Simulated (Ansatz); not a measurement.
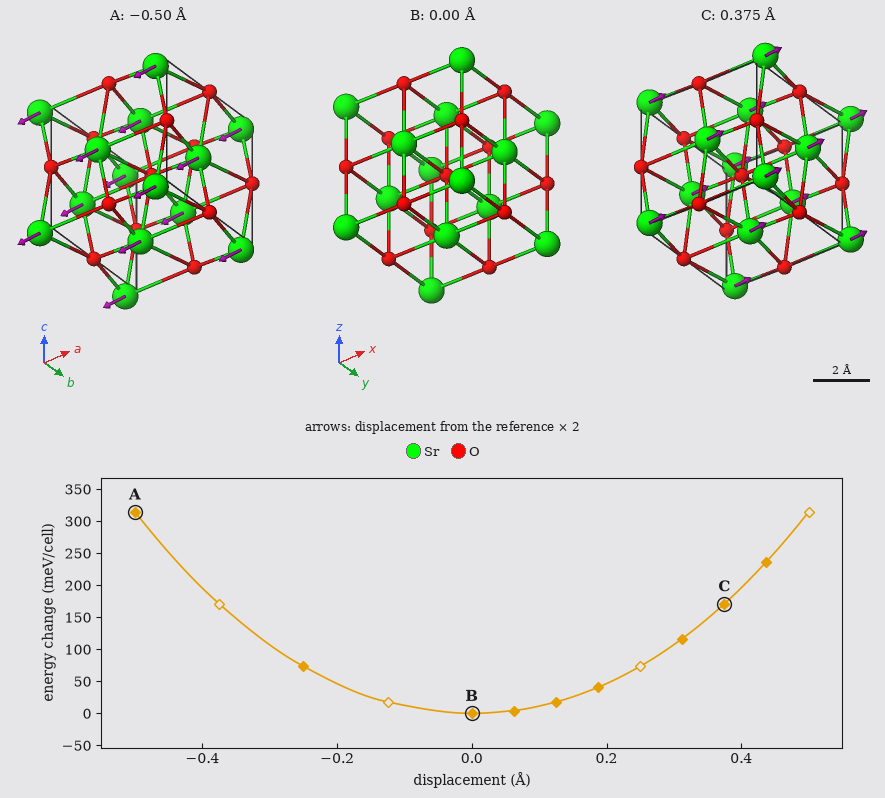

Energy scan for a crystal of SrO (Fm-3m), in which the whole Sr sublattice is shifted rigidly, along Cartesian [1 1 1], all else fixed. The lettered frames are marked on the plot. Hollow markers are points alike by symmetry, not computed again. Style: ball-and-stick. Shown: the conventional cell (4 times the calculation's cell), from a free direction. Purple arrows: displacements from the reference. Lengths and directions refer to the drawn axes.

Theory: DFT r2SCAN, scalar-relativistic, plane waves, PAW in Ansatz 0.2.0. (plane-wave cutoff 500 eV; k-point mesh 8 × 8 × 8; occupations gaussian; smearing width 0.05 eV; no spin polarisation). Energies (free energies at the smearing named) are counted from the relaxed crystal.

What does the scan show?

The lowest computed point lies at the displacement 0.00 Å (0 meV/cell). The curvature at zero is about 2.3 eV/Å² per cell. The well is symmetric. At the highest point the shortest interatomic distance is 2.33 Å, against 2.58 Å in the reference. The distortion takes the space group from Fm-3m to R3m.
